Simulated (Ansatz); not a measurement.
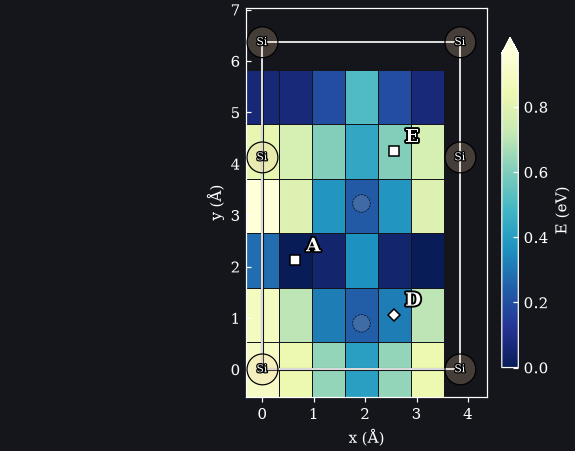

Si on a Si(100) slab cut from the P6_3/mmc phase, its upper half relaxed before the scan (16 atoms of substrate and one adsorbate in a 2 × 1 cell). 
- Si is moved over the surface cell; relaxed at each place: the height of the adsorbate's atoms; substrate rigid; the origin of the map has the adsorbate above Si13.
- Places are given modulo a cell vector. The map is drawn in real space over the plane of the surface.
- The scan uses a 6 × 6 grid; 24 points were computed and 12 follow by symmetry.
- Places are given in fractions of the 1 × 1 surface cell.
- All energies are given in eV relative to the lowest grid point.
- The magnetic moment jumps between some neighbouring points.
- All numbers below come from Ansatz 0.2.0, DFT PBE, scalar-relativistic, plane waves, PAW. Settings: cutoff 420 eV, k-mesh 4×4×1, gaussian smearing 0.05 eV, spin-polarised.

Drawn: one coloured cell a grid point, labelled circles for the atoms of the top layer and small ones for the second layer, the outline of one cell of the plane, one colour for all values above the top of the scale, lettered points.

Q: Rank the lettered points by energy, lowest first.

A: A (0.00 eV), D (0.32 eV), E (0.61 eV).

PAW datasets: the set soft_1.
